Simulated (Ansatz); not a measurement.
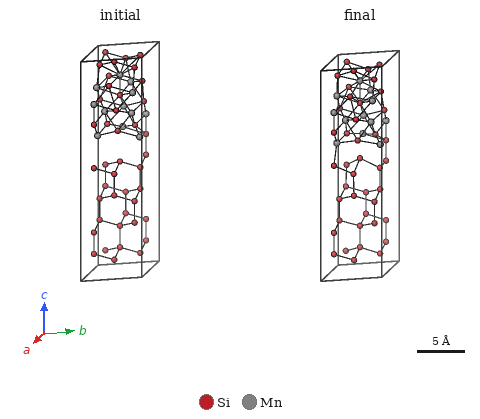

The structure of an interface cell of composition Mn2Si7 before (left) and after (right) a relaxation, at one scale.

A ball-and-stick model of the cell of the calculation (origin shifted), seen slightly off an axis.

Case: film shifted by (0, 0) in the plane.

Method: Ansatz 0.2.0, DFT PBE, scalar-relativistic, plane waves, PAW. Set-up: plane-wave cutoff 420 eV; k-point mesh 6 × 6 × 2; occupations gaussian; smearing width 0.1 eV; no spin polarisation; cell relaxed at fixed a, b, gamma, alpha, beta; force threshold 0.02 eV/Å; at most 70 steps.

Summarise the run.

Answer. The atom that moves furthest relative to the cell is a Si atom (0.85 Å along +c). Largest moves by element: Si 0.85 Å, Mn 0.28 Å. The volume changes by −4.1 %, with a = b unchanged at 6.699 Å, c 24.245 → 23.249 Å (−4.1 %). Near-neighbour distances that change, for instance: Si–Si 4.218 → 3.019 Å, Mn–Si 3.566 → 2.638 Å, Mn–Si 2.697 → 2.324 Å, Mn–Si 3.031 → 2.695 Å. New bonds form: Mn–Si (3.57 → 2.64 Å). Among the angles between lasting bonds that change: Si–Si–Si 109.5° → 89.6°, Si–Si–Si 109.5° → 92.0°, Si–Si–Mn 108.2° → 124.7°. The energy falls by 3.446 eV per cell of the calculation in 8 accepted moves (10 points after the start). The largest force component goes from 1.4 to 0.0077 eV/Å. Pressure: −5.44 GPa at the start and −4.65 GPa at the end. The line search rejected the trial step at point 8 of the run. The SCF was repeated once at an unchanged geometry on a basis and grid sized afresh for the cell, which shifted the energy by 4.4 meV per cell of the calculation at most. Cost: 28 min on 8 threads of Intel(R) Xeon(R) Processor @ 2.50GHz (Skylake/Cascade Lake) (shared host), peak memory 8.2 GiB.
